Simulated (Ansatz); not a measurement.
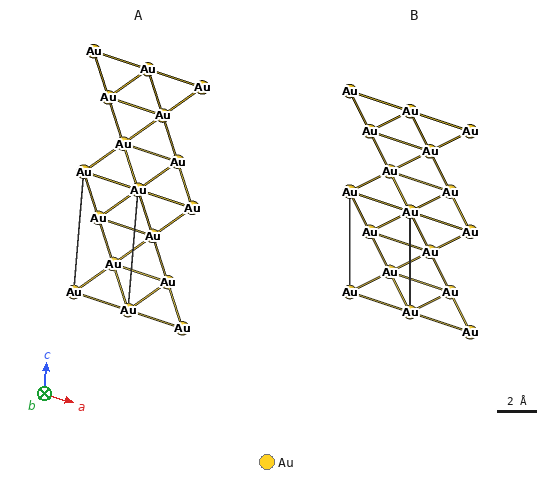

Two geometries of solid Au (set up in Im-3m), drawn at one scale. One is the start of a relaxation, the other its converged end. The picture is a ball-and-stick view of the cell of the calculation, repeated 2 × 1 × 2 with one cell outlined, seen along the b axis.

These are results of DFT PBE, scalar-relativistic, plane waves, PAW (Ansatz 0.2.0), not measurements. Settings: plane-wave cutoff 420 eV; k-point mesh 14 × 14 × 14; occupations gaussian; smearing width 0.1 eV; no spin polarisation; cell and atoms relaxed; force threshold 0.015 eV/Å; at most 60 steps.

Q: Which of the two is the end point?

A: Structure A is the relaxed one. Case: 0 of 3 Au sites taken by Cu, cell and atoms relaxed. The atoms keep their places relative to the cell (all moves are under 0.005 Å). The drawn cell changes as follows: a = b 3.301 → 2.973 Å (−9.9 %), c 5.475 → 6.450 Å (+17.8 %), α 107.5° → 103.3°, β 107.5° → 103.3°; the volume changes by −0.1 %. Some distances before and after: Au–Au 3.301 → 2.973 Å, Au–Au 2.859 → 2.924 Å. The space group (tolerance 0.01 Å) goes from Im-3m (No. 229) to I4/mmm (No. 139). The energy falls by 20.4 meV per atom in 11 accepted moves (15 points after the start). All forces vanish by symmetry, so only the cell relaxes. Pressure: 0.34 GPa at the start and −0.03 GPa at the end. The line search rejected the trial steps at points 6, 8 of the run. At 2 points the geometry stayed and the basis and grid were re-selected for the new cell (energy shift of 5.1 meV per atom at most each time). The run took 5.7 min on 1 thread of AMD EPYC 7R43 64-Core Processor (Zen 3) (shared host), peak memory 0.64 GiB.
